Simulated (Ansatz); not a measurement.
**Band-structure calculation, with input and output: CaSe**

CaSe (I4/mmm, 2 atoms in the cell), computed with DFT, PBE, plane waves, PAW, no spin polarisation (Ansatz 0.2.0).

The structure was built on a prototype by a generator. The geometry comes from this level: r2SCAN (a point of a series of strains). It belongs to a series of runs on one base structure; here: epitaxial_xy strain +3.0%. Figures and captions count atoms from 1; the log counts them from 0 in places.

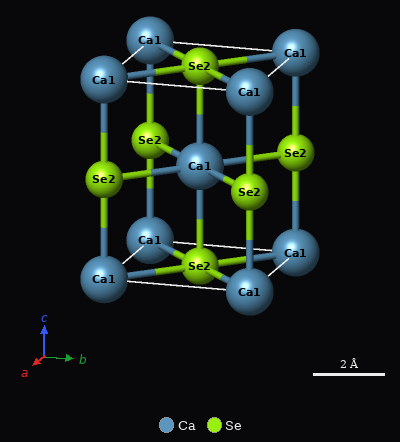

Fig. 1: The structure (ball-and-stick view of the cell 2 times as large as that of the calculation, set on its symmetry axes, seen slightly off an axis; atoms are numbered from 1 in the order of the input).

## Summary

| quantity | value |
| --- | --- |
| outcome | converged |
| space group (tolerance 0.01 Å) | I4/mmm (139) |
| electrons treated | 26 |
| free energy | −7289.9791 eV |
| Fermi energy | 7.497 eV |
| gap on the k-point mesh | 2.15 eV |
| pressure | −1.49 GPa |
| largest force (length of the vector) | under 0.001 eV/Å |
| hardware | 2 threads of an x86-64 CPU, shared host |
| wall time | 5.5 s (CPU time 7.3 s) |
| peak memory | 0.38 GiB |

## The input
```yaml
crystal:
  lattice:
    - [0.0, 3.0565611637, 2.9378032962]
    - [3.0565611637, 0.0, 2.9378032962]
    - [3.0565611637, 3.0565611637, 0.0]
  atoms:
    - { symbol: Ca, position: [0.0, 0.0, 0.0] }
    - { symbol: Se, position: [0.5, 0.5, 0.5] }
kpoints:
  mp_grid: { grid: [8, 8, 8] }
  band_path:
    path:
      - [0.0, 0.0, 0.0]
      - [0.5, 0.0, 0.5]
      - [0.625, 0.25, 0.625]
      - [0.375, 0.375, 0.75]
      - [0.5, 0.5, 0.5]
      - [0.5, 0.25, 0.75]
      - [0.5, 0.5, 0.0]
    npoints: 1
hamiltonian:
  xc: pbe
scf:
  occupations: { method: fermi_dirac, width: 0.02 }
  n_extra_bands: 4
output:
  forces: true
  stress: true
  eigenvalues: true
  write_density: true
  write_potential: true
  elf: true
  volumetric_format: npy
```

Command:
```bash
ansatz run input.yaml --threads 2 --pin off --max-ram 2211MiB --backend cpu --events-out ev --progress --plain --runs-dir out
```

## Output
```
scf.n_extra_bands = 4 over 13 filled bands (N_el = 26.0): the run solves 17 bands
Engine: ansatz 0.2.0, x86_64-unknown-linux-gnu
Pseudopotentials: kind: paw
Pseudopotential: Ca, paw, valence charge 10, recommended cutoff 420 eV (normal), Ca.paw.azcp
Pseudopotential: Se, paw, valence charge 16, recommended cutoff 420 eV (normal), Se.paw.azcp
Functional definition: PBE
  parameter kappa = 0.804
  parameter beta = 0.06672455060314922
  exchange = pbe_x(kappa = kappa, mu = beta*pi^2/3)
  correlation = pbe_c(beta = beta)
Crystal: 2 atoms, lattice volume = 54.893 Å³
Basis set: ecut = 420 eV, 1081 PW (Γ), exchange–correlation on 60×60×60 points (8 copies of the dense FFT grid, shifted against one another)
Bands: 17, of which v1, the nominal top of the filled ones, is band 13 counted from 1 (12 counted from 0)
Symmetry: 16 space group operations
Space group: I4/mmm (ITA 139), of the structure as read, at distance tolerance 3.8e-5 Å
k-points: 59 of 512
Non-local potential: Ca, projectors of the file, l = 0: 3, l = 1: 2, l = 2: 2
Non-local potential: Se, projectors of the file, l = 0: 2, l = 1: 2, l = 2: 3, l = 3: 1
PAW form: soft (Blöchl's): semilocal exchange-correlation on the pseudo side does not see the compensation charge
PAW one-centre angular grid: Ca, 110 points (default); XC on 64 Gauss nodes
PAW one-centre angular grid: Se, 590 points (default); XC on 64 Gauss nodes
Initial density: superposition of atomic densities (neutral atoms: chi_scale 0, normalization atom), corrected by the library's trained network
Initial wavefunctions: pseudopotential atomic-orbital guess
Functional: x = pbe(κ = 0.804, μ = 0.2195149727645171), c = pbe(β = 0.06672455060314922)
SCF iter   1: F=—  HF=-7289.979142 eV  |F-HF|=—  |Δ(HF+E_count)|=         —  Δρ=6.17e-4  dr2=2.56e-4  ethr=1.77e-3  ⟨swp⟩=7.3  Hψ=6013  notcnv=0
preconditioner: auto → none  [insulator: Δε(μ)=2.136 eV  Ē_g=8.653 eV  σ=0.020 eV  W_gap=1.00  n_scr=14 (ndim 8)  ℏωp=14.2 eV  f_vac=0.004  D(μ)=0.00/eV (n_scr^D=0)  ε∞_Penn≈3.7]
SCF iter   2: F=—  HF=-7289.979072 eV  |F-HF|=—  |Δ(HF+E_count)|=   7.04e-5  Δρ=2.52e-4  dr2=5.80e-5  ethr=9.83e-7  ⟨swp⟩=2.0  Hψ=2300  notcnv=0
SCF iter   3: F=—  HF=-7289.979115 eV  |F-HF|=—  |Δ(HF+E_count)|=   4.28e-5  Δρ=2.39e-4  dr2=5.42e-5  ethr=2.23e-7  ⟨swp⟩=2.0  Hψ=1949  notcnv=0
SCF iter   4: F=—  HF=-7289.979092 eV  |F-HF|=—  |Δ(HF+E_count)|=   2.25e-5  Δρ=4.70e-5  dr2=8.63e-7  ethr=2.09e-7  ⟨swp⟩=3.0  Hψ=1770  notcnv=0
iter 5 did not close the SCF: its close was put off for the readings that it lacked (scf_convergence_deferred on its scf_iter line)
SCF iter   5: F=-7289.979094 eV  HF=-7289.979094 eV  |F-HF|=1.14e-8  |Δ(HF+E_count)|=   1.51e-6  Δρ=3.89e-6  dr2=6.67e-9  ethr=3.32e-9  ⟨swp⟩=2.0  Hψ=1416  notcnv=0
SCF iter   6: F=-7289.979094 eV  HF=-7289.979094 eV  |F-HF|=2.96e-9  |Δ(HF+E_count)|=   2.13e-9  Δρ=1.91e-6  dr2=3.91e-9  ethr=2.56e-11  ⟨swp⟩=4.9  Hψ=5468  notcnv=0
SCF 1 converged in 6 iterations: F = -7289.979094 eV  dr2 = 3.91e-9
  greatest PAW one-centre occupation: 1.000 electrons in one spin orbital (limit 2), on the Se atom at site 1 (counted from 0), in its partial waves of l = 2
```

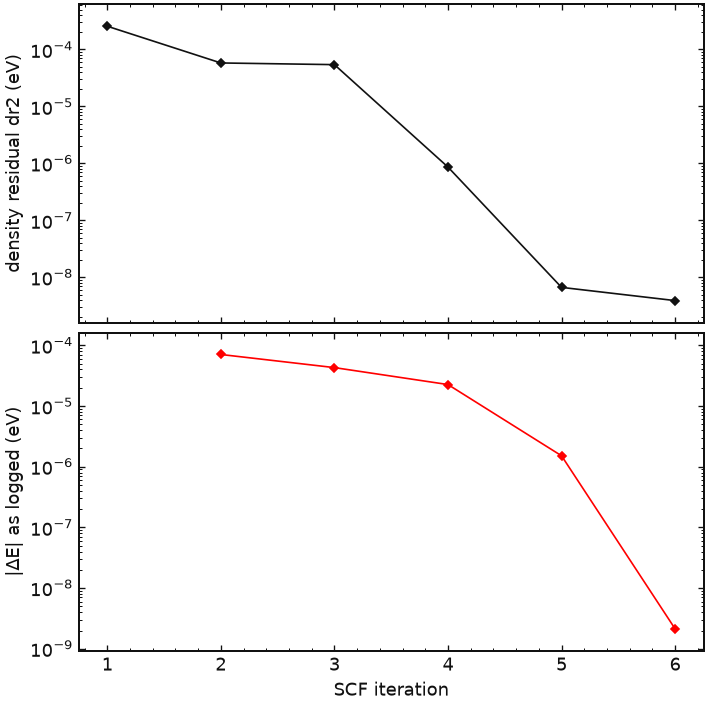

Fig. 2: Convergence of the self-consistent field: density residual dr2 and size of the energy change against the SCF iteration. The residual falls at every step.

```
NSCF: frozen V_eff on 7 k-points
SCF converged after 6 iterations
Free energy (F): -7289.979094 eV
Harris-Foulkes:  -7289.979094 eV  (|F-HF|=2.96e-9)
Internal energy: -7289.979094 eV  (E = F + TS)
E sigma→0 (E₀):  -7289.979094 eV
Fermi energy:    7.496511 eV
--- Per-component energies (eV) ---
  E_band       = -527.982858
  E_kinetic    = 397.108500
  E_local      = -3282.054377  (includes V_loc(G=0)·N_el)
  E_nonlocal   = -533.192756
  E_hartree    = 1502.847404
  E_xc         = -242.624025
  E_vxc        = -270.921222  (∫ρ·V_xc dr)
  E_paw        = -2769.128265  (= ΣΔE_a)
  E_vpaw       = 155.383301  (= ΣTr[D̂ρ^β])
  E_aug_tail   = -0.000593  (compensation charges beyond the density's cutoff)
  E_ewald      = -2362.934981
  E_smearing   = -0.000000  (= −TS)
  E_closure    = 0.000000  (closes the sum)
  Σ components = -7289.979094   (vs F -7289.979094, Δ=0.00e0)
--- Forces (eV/Å), atoms counted from 1 ---
  atom   1  Ca     0.00000000     0.00000000     0.00000000
  atom   2  Se     0.00000000     0.00000000     0.00000000
  max |Σ_I F_I| component: 4.73e-30 eV/Å
--- Stress (GPa, compression-positive) ---
       -2.485785       0.000000       0.000000
        0.000000      -2.485785       0.000000
        0.000000       0.000000       0.511367
  P = ⅓ Tr σ = -1.4867 GPa (-14.867 kbar)
--- Band table (eV; the first three rows and the last of 59) ---
  k-point 0: bands = ["-39.3942", "-39.3900", "-39.3876", "-39.3843", "-39.3843", "-33.5242", "-14.5109", "-14.5109", "-14.4981", "-5.1893", "6.4152", "6.4163", "6.4163", "9.4095", "10.0614", "10.0614", "10.3011"]
  k-point 1: bands = ["-39.3941", "-39.3900", "-39.3876", "-39.3843", "-39.3843", "-33.5235", "-14.5209", "-14.5122", "-14.5014", "-5.1097", "5.6921", "6.2023", "6.2059", "9.8783", "10.2700", "10.3610", "10.5324"]
  k-point 2: bands = ["-39.3941", "-39.3900", "-39.3876", "-39.3843", "-39.3843", "-33.5218", "-14.5502", "-14.5153", "-14.5039", "-4.9084", "4.5376", "5.7861", "5.7939", "10.0810", "10.7699", "10.8497", "11.6891"]
  k-point 58: bands = ["-39.3941", "-39.3901", "-39.3878", "-39.3841", "-39.3841", "-33.5169", "-14.5630", "-14.5397", "-14.5397", "-4.6537", "4.1231", "5.4534", "5.4534", "8.5645", "11.1985", "11.4051", "12.2384"]
```

## File bands.tsv
```
# k_distance	band_0	band_1	band_2	band_3	band_4	band_5	band_6	band_7	band_8	band_9	band_10	band_11	band_12	band_13	band_14	band_15	band_16
# fermi_ev = 7.496511
# lock_threshold_ev = 1e-6
# [0, 0, 0] at k_distance = 0.000000
# [0.5, 0, 0.5] at k_distance = 1.027819
# [0.625, 0.25, 0.625] at k_distance = 1.398626
# [0.375, 0.375, 0.75] at k_distance = 2.032346
# [0.5, 0.5, 0.5] at k_distance = 2.678827
# [0.5, 0.25, 0.75] at k_distance = 3.420440
# [0.5, 0.5, 0] at k_distance = 4.990174
# levels_relative_to = fermi_ev
# free_energy_ev = -7289.979094
# largest_residual_norms_ev = 5.735e-4 4.333e-4 6.087e-4 4.755e-4 6.146e-4 4.489e-4 1.021e-3 1.152e-3 1.053e-3 6.476e-4 1.284e-3 1.136e-3 1.577e-3 1.571e-3 9.655e-4 1.055e-3 1.155e-3
0.000000	-46.890664	-46.886527	-46.884145	-46.880815	-46.880815	-41.020740	-22.007430	-22.007430	-21.994572	-12.685809	-1.081345	-1.080198	-1.080198	1.913033	2.564931	2.564931	2.804569
1.027819	-46.890730	-46.886416	-46.884169	-46.880849	-46.880651	-41.014421	-22.069507	-22.027717	-22.021910	-12.188570	-3.480573	-1.959589	-1.863342	1.092102	3.639777	3.938662	4.681417
1.398626	-46.890704	-46.886437	-46.884171	-46.880799	-46.880680	-41.014499	-22.058713	-22.046885	-22.017549	-12.117148	-3.219963	-2.987653	-2.082453	2.254133	4.363084	4.395961	4.592943
2.032346	-46.890610	-46.886530	-46.884286	-46.880687	-46.880677	-41.013883	-22.051562	-22.048699	-22.029295	-12.112077	-3.124088	-2.974020	-2.147208	2.180757	4.395926	4.430173	4.459360
2.678827	-46.890652	-46.886481	-46.884161	-46.880751	-46.880733	-41.015921	-22.088857	-22.016214	-22.002441	-12.092963	-4.142052	-2.163692	-2.156114	3.333759	4.206378	4.275653	4.318100
3.420440	-46.890646	-46.886492	-46.884250	-46.880753	-46.880653	-41.013974	-22.052826	-22.040689	-22.035465	-12.109841	-2.969733	-2.872334	-2.569041	3.181432	3.181724	4.051557	4.489727
4.990174	-46.890583	-46.886568	-46.884336	-46.880654	-46.880654	-41.013445	-22.059536	-22.036242	-22.036242	-12.150246	-3.373390	-2.043153	-2.043153	1.067986	3.701944	3.908606	4.741866
```

## File rho_z.tsv
```
# z_ang	rho[e/angstrom^3]
# format = ansatz-planar-average/11
# lattice	0.000000000	3.056561164	2.937803296
# lattice	3.056561164	0.000000000	2.937803296
# lattice	3.056561164	3.056561164	0.000000000
# sites	2
# site	20	0.000000000	0.000000000	0.000000000
# site	34	3.056561164	3.056561164	2.937803296
0.000000	5.457268e-1
0.144088	5.292832e-1
0.288175	4.820088e-1
0.432263	4.120267e-1
0.576351	3.337698e-1
0.720438	2.639932e-1
0.864526	2.160589e-1
1.008614	1.943555e-1
1.152701	1.968613e-1
1.296789	2.244545e-1
1.440877	2.871112e-1
1.584964	4.065780e-1
1.729052	6.087995e-1
1.873140	8.872431e-1
2.017227	1.154877e0
2.161315	1.268831e0
2.305403	1.154877e0
2.449490	8.872431e-1
2.593578	6.087995e-1
2.737666	4.065780e-1
2.881754	2.871112e-1
3.025841	2.244545e-1
3.169929	1.968613e-1
3.314017	1.943555e-1
3.458104	2.160589e-1
3.602192	2.639932e-1
3.746280	3.337698e-1
3.890367	4.120267e-1
4.034455	4.820088e-1
4.178543	5.292832e-1
```

## File v_z.tsv
```
# z_ang	v_es[eV]	v_tot[eV]
# format = ansatz-planar-average/11
# xc	pbe
# density_cutoff_ev	1680
# datasets	Ca=:simpson_from_first_knot:soft	Se=:simpson_from_first_knot:soft
# lattice	0.000000000	3.056561164	2.937803296
# lattice	3.056561164	0.000000000	2.937803296
# lattice	3.056561164	3.056561164	0.000000000
# sites	2
# site	20	0.000000000	0.000000000	0.000000000
# site	34	3.056561164	3.056561164	2.937803296
0.000000	6.947059e-1	-8.377228e0
0.144088	9.065097e-1	-8.136529e0
0.288175	1.513705e0	-7.450415e0
0.432263	2.430460e0	-6.419579e0
0.576351	3.520868e0	-5.196193e0
0.720438	4.610156e0	-3.971518e0
0.864526	5.501552e0	-2.967167e0
1.008614	5.981504e0	-2.440524e0
1.152701	6.014581e0	-2.456014e0
1.296789	5.824452e0	-2.781325e0
1.440877	5.670076e0	-3.138544e0
1.584964	5.641503e0	-3.420739e0
1.729052	5.686511e0	-3.658606e0
1.873140	5.746749e0	-3.863878e0
2.017227	5.791290e0	-3.998186e0
2.161315	5.807950e0	-4.040545e0
2.305403	5.791290e0	-3.998186e0
2.449490	5.746749e0	-3.863878e0
2.593578	5.686511e0	-3.658606e0
2.737666	5.641503e0	-3.420739e0
2.881754	5.670076e0	-3.138544e0
3.025841	5.824452e0	-2.781325e0
3.169929	6.014581e0	-2.456014e0
3.314017	5.981504e0	-2.440524e0
3.458104	5.501552e0	-2.967167e0
3.602192	4.610156e0	-3.971518e0
3.746280	3.520868e0	-5.196193e0
3.890367	2.430460e0	-6.419579e0
4.034455	1.513705e0	-7.450415e0
4.178543	9.065097e-1	-8.136529e0
```

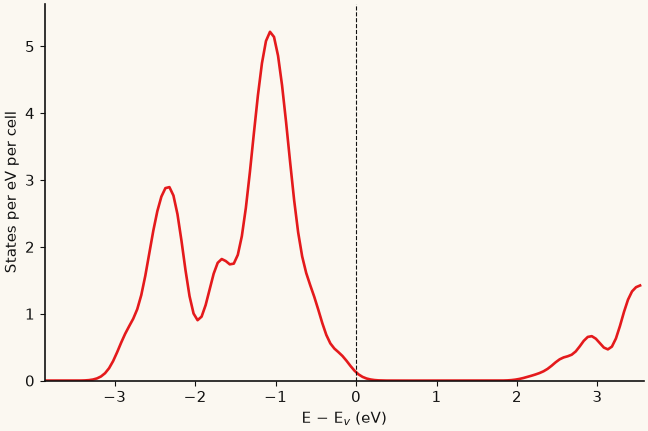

Fig. 3: Density of states (the curve is built from the levels of the k mesh with Gaussians 0.3 eV wide, which also blur the band edges), with energies from the valence-band top. There is a gap of 2.15 eV on the k-point mesh. Small ripples come from the finite k-point mesh.

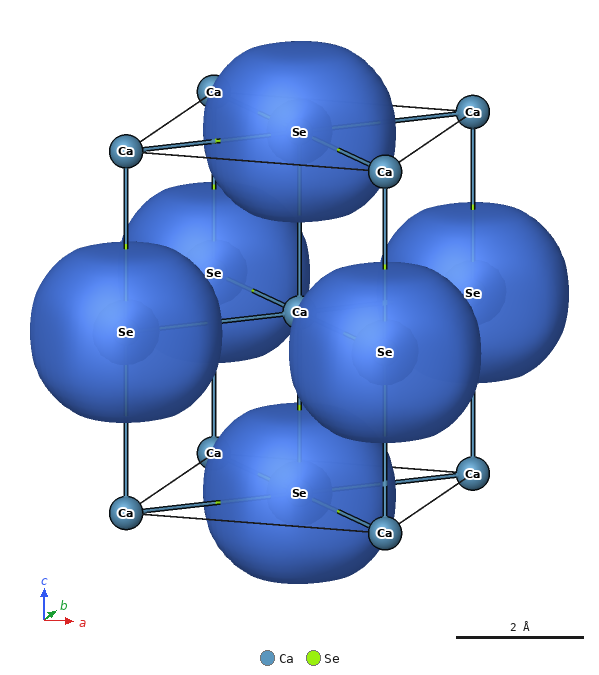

Fig. 4: Isosurface of the ELF at 0.6 (blue), seen slightly off an axis. Only the valence region is drawn (cores and ρ < 0.01 e/Å³ removed). Sticks mark near contacts. The outline is the cell set on symmetry axes. Values along the shortest contacts: Ca–Se (3.06 Å): the ELF peaks at about 0.80 in the valence shell of Se, 0.9 Å from its nucleus, and drops to about 0.10 between the two atoms (a largely ionic contact). The fields are those of the smooth PAW valence density.

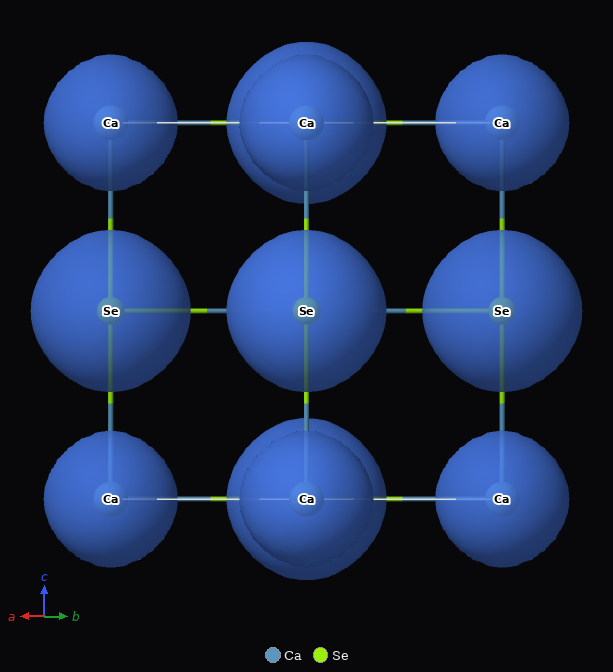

Fig. 5: Isosurface of the valence electron density at 0.3 e/Å³ (blue), seen along [110]. Sticks mark near contacts. The outline is the cell set on symmetry axes. At this value the density breaks into separate islands; it holds about 85 % of the electrons treated as valence (semicore included). It is pinched off along the Ca–Se (2.94 Å) and Ca–Se (3.06 Å) contacts. On the grid the lowest density along these lines, outside the cores, is 0.17 e/Å³ (Ca–Se, 2.94 Å) and 0.13 e/Å³ (Ca–Se, 3.06 Å).
